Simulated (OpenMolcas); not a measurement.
# Energy and gradient calculation, with input and output: C₃H₆O (part 1 of 2)

System: C₃H₆O.
Method: B86PBE/def2-SV(P), RKS (OpenMolcas 26.06).

The geometry is that of the parent species in another charge or spin state. The geometry comes from this level: GFN2-xTB.

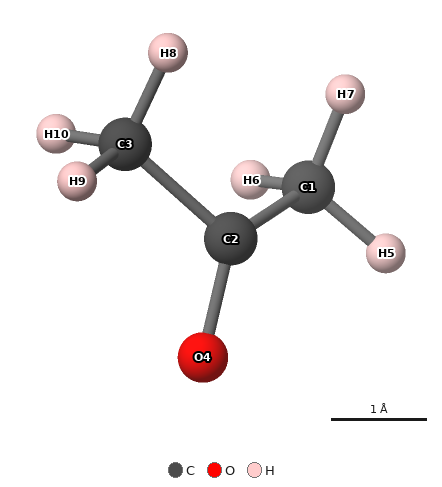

*The structure as given in the input (ball-and-stick view, seen at a tilt; atoms are numbered from 1 in the order of the input).*

Bond lengths as drawn: C–C 1.54 Å, C–H 1.09 Å and C–O 1.28 Å.

### The input
```
&GATEWAY
BasLib=$CurrDir
Coord
10
bohr
C     -1.82245187     1.37555054    -0.74290803
C      0.09399498    -0.76962876    -1.12557757
C      1.98353213    -0.81976319     1.07676595
O     -0.74432533    -2.89795170    -1.93904798
H     -3.03004356     1.42574167    -2.40276787
H     -2.99028372     1.06024974     0.93501759
H     -0.80152734     3.14569480    -0.54518599
H      2.88967470     1.01754193     1.21091760
H      3.37144148    -2.27536253     0.66423873
H      1.04996963    -1.26207249     2.86852867
Basis=def2-SVP
Group=NoSym
&SEWARD
&SCF
KSDFT=B86PBE
PrOrbitals=1 1
&ALASKA
```

Launch command:
```bash
export MOLCAS_MEM=1860
pymolcas job.input > job.log
```

### Output
```
--- Start Module: gateway ---

                                              &GATEWAY

                       available to each process: 1.9 GB of memory, 1 thread

 Basis Set     1 Label: C.DEF2-SVP
 Basis set is read from library:.
 basistype.tbl is not found

 Basis Set     2 Label: O.DEF2-SVP
 Basis set is read from library:.
 basistype.tbl is not found

 Basis Set     3 Label: H.DEF2-SVP
 Basis set is read from library:.
 basistype.tbl is not found

++    Symmetry information:
      ---------------------

                    Character Table for C1

                             E
                    a        1  x, y, xy, Rz, z, xz, Ry, yz, Rx, I
--

++    Basis set information:
      ----------------------

      Basis set label: C.DEF2-SVP.........

      Electronic valence basis set:
      ------------------
      Associated Effective Charge   6.000000 au
      Associated Actual Charge      6.000000 au
      Nuclear Model: Point charge

      Shell  nPrim  nBasis  Cartesian Spherical Contaminant
         s       7       3        X
         p       4       2        X
         d       1       1                 X

      Basis set label: O.DEF2-SVP.........

      Electronic valence basis set:
      ------------------
      Associated Effective Charge   8.000000 au
      Associated Actual Charge      8.000000 au
      Nuclear Model: Point charge

      Shell  nPrim  nBasis  Cartesian Spherical Contaminant
         s       7       3        X
         p       4       2        X
         d       1       1                 X

      Basis set label: H.DEF2-SVP.........

      Electronic valence basis set:
      ------------------
      Associated Effective Charge   1.000000 au
      Associated Actual Charge      1.000000 au
      Nuclear Model: Point charge

      Shell  nPrim  nBasis  Cartesian Spherical Contaminant
         s       4       2        X
--

++    Molecular structure info:
      -------------------------

                    ************************************************
                    **** Cartesian Coordinates / bohr, angstrom ****
                    ************************************************

     Center  Label                x              y              z                     x              y              z
        1      C1              -1.822452       1.375551      -0.742908             -0.964400       0.727910      -0.393130
        2      C2               0.093995      -0.769629      -1.125578              0.049740      -0.407270      -0.595630
        3      C3               1.983532      -0.819763       1.076766              1.049640      -0.433800       0.569800
        4      O4              -0.744325      -2.897952      -1.939048             -0.393880      -1.533530      -1.026100
        5      H5              -3.030044       1.425742      -2.402768             -1.603430       0.754470      -1.271490
        6      H6              -2.990284       1.060250       0.935018             -1.582390       0.561060       0.494790
        7      H7              -0.801527       3.145695      -0.545186             -0.424150       1.664630      -0.288500
        8      H8               2.889675       1.017542       1.210918              1.529150       0.538460       0.640790
        9      H9               3.371441      -2.275363       0.664239              1.784090      -1.204070       0.351500
       10      H10              1.049970      -1.262072       2.868529              0.555620      -0.667860       1.517960

                    ***************************************
                    *    InterNuclear Distances / bohr    *
                    ***************************************

               1 C1            2 C2            3 C3            4 O4            5 H5            6 H6
    1 C1       0.000000
    2 C2       2.901896        0.000000
    3 C3       4.755642        2.902272        0.000000
    4 O4       4.566829        2.427813        4.566750        0.000000
    5 H5       2.053273        4.026224        6.502722        4.912623        0.000000
    6 H6       2.068497        4.136095        5.319153        5.382559        3.357972        0.000000
    7 H7       2.052996        4.058149        5.110004        6.202563        3.372704        3.366116
    8 H8       5.113682        4.058203        2.052993        6.201559        6.947547        5.886583
    9 H9       6.502750        4.026454        2.053105        4.909608        8.005230        7.188267
   10 H10      5.315104        4.136336        2.068234        5.385944        7.187310        5.045324

               7 H7            8 H8            9 H9           10 H10
    7 H7       0.000000
    8 H8       4.608460        0.000000
    9 H9       6.947247        3.372562        0.000000
   10 H10      5.874513        3.365833        3.357809        0.000000

                    *******************************************
                    *    InterNuclear Distances / angstrom    *
                    *******************************************

               1 C1            2 C2            3 C3            4 O4            5 H5            6 H6
    1 C1       0.000000
    2 C2       1.535617        0.000000
    3 C3       2.516577        1.535816        0.000000
    4 O4       2.416662        1.284743        2.416620        0.000000
    5 H5       1.086545        2.130586        3.441092        2.599648        0.000000
    6 H6       1.094602        2.188727        2.814774        2.848328        1.776962        0.000000
    7 H7       1.086399        2.147480        2.704098        3.282255        1.784758        1.781272
    8 H8       2.706044        2.147509        1.086397        3.281724        3.676484        3.115045
    9 H9       3.441107        2.130708        1.086456        2.598053        4.236185        3.803867
   10 H10      2.812632        2.188855        1.094462        2.850119        3.803360        2.669870

               7 H7            8 H8            9 H9           10 H10
    7 H7       0.000000
    8 H8       2.438692        0.000000
    9 H9       3.676325        1.784683        0.000000
   10 H10      3.108658        1.781122        1.776876        0.000000

                    **************************************
                    *    Valence Bond Angles / degree    *
                    **************************************
                          Atom centers                 Phi
                      2 C2       1 C1       5 H5       107.45
                      2 C2       1 C1       6 H6       111.54
                      2 C2       1 C1       7 H7       108.76
                      5 H5       1 C1       6 H6       109.11
                      5 H5       1 C1       7 H7       110.44
                      6 H6       1 C1       7 H7       109.52
                      1 C1       2 C2       3 C3       110.04
                      1 C1       2 C2       4 O4       117.66
                      3 C3       2 C2       4 O4       117.64
                      2 C2       3 C3       8 H8       108.75
                      2 C2       3 C3       9 H9       107.45
                      2 C2       3 C3      10 H10      111.54
                      8 H8       3 C3       9 H9       110.44
                      8 H8       3 C3      10 H10      109.51
                      9 H9       3 C3      10 H10      109.12

           ***************************************************************
           *              Valence Dihedral Angles / degree               *
           ***************************************************************
                    Atom centers                       Phi1     Phi2     Theta
           3 C3       2 C2       1 C1       5 H5        110.04   107.45   175.97
           3 C3       2 C2       1 C1       6 H6        110.04   111.54   -64.48
           3 C3       2 C2       1 C1       7 H7        110.04   108.76    56.41
           4 O4       2 C2       1 C1       5 H5        117.66   107.45   -45.55
           4 O4       2 C2       1 C1       6 H6        117.66   111.54    73.99
           4 O4       2 C2       1 C1       7 H7        117.66   108.76  -165.12
           1 C1       2 C2       3 C3       8 H8        110.04   108.75   -56.66
           1 C1       2 C2       3 C3       9 H9        110.04   107.45  -176.23
           1 C1       2 C2       3 C3      10 H10       110.04   111.54    64.22
           4 O4       2 C2       3 C3       8 H8        117.64   108.75   164.85
           4 O4       2 C2       3 C3       9 H9        117.64   107.45    45.29
           4 O4       2 C2       3 C3      10 H10       117.64   111.54   -74.27
--

            Nuclear Potential Energy            117.99007820 au

--- Stop Module: gateway /rc=_RC_ALL_IS_WELL_ ---

--- Start Module: seward ---

                                              &SEWARD

                       available to each process: 1.9 GB of memory, 1 thread

               SEWARD will generate:
                  Multipole Moment integrals up to order  2
                  Kinetic Energy integrals
                  Nuclear Attraction integrals (point charge)
                  One-Electron Hamiltonian integrals
                  Velocity integrals
                  Orbital angular momentum around ( -0.1439  -0.7888  -0.6506 )
                  Velocity quadrupole around ( -0.1439  -0.7888  -0.6506 )
                  Two-Electron Repulsion integrals

                   Integrals are discarded if absolute value <: 1.00E-14
                   Integral cutoff threshold is set to       <: 1.00E-16

            Nuclear Potential Energy            117.99007820 au

      Basis set specifications :
      Symmetry species         a
      Basis functions           68

--- Stop Module: seward /rc=_RC_ALL_IS_WELL_ ---
--- Module seward spent 1 second ---

--- Start Module: scf ---

                                                &SCF

                       available to each process: 1.9 GB of memory, 1 thread

 ###############################################################################
 ###     Minimized-density-differences option turned off!                    ###
 ###############################################################################
++    Input section:
      --------------

      Header of the integral files:

      Cartesian coordinates in angstrom:
      -----------------------------------------------------
      No.  Label        X            Y            Z
      -----------------------------------------------------
       1   C1        -0.96440000   0.72791000  -0.39313000
       2   C2         0.04974000  -0.40727000  -0.59563000
       3   C3         1.04964000  -0.43380000   0.56980000
       4   O4        -0.39388000  -1.53353000  -1.02610000
       5   H5        -1.60343000   0.75447000  -1.27149000
       6   H6        -1.58239000   0.56106000   0.49479000
       7   H7        -0.42415000   1.66463000  -0.28850000
       8   H8         1.52915000   0.53846000   0.64079000
       9   H9         1.78409000  -1.20407000   0.35150000
      10   H10        0.55562000  -0.66786000   1.51796000
      -----------------------------------------------------
      Nuclear repulsion energy =  117.99007820
--

++    Orbital specifications:
      -----------------------

      Symmetry species               1
                                     a
      Frozen orbitals                0
      Occupied orbitals             16
      Secondary orbitals            52
      Deleted orbitals               0
      Total number of orbitals      68
      Number of basis functions     68
--

      Molecular charge                           0.000
```
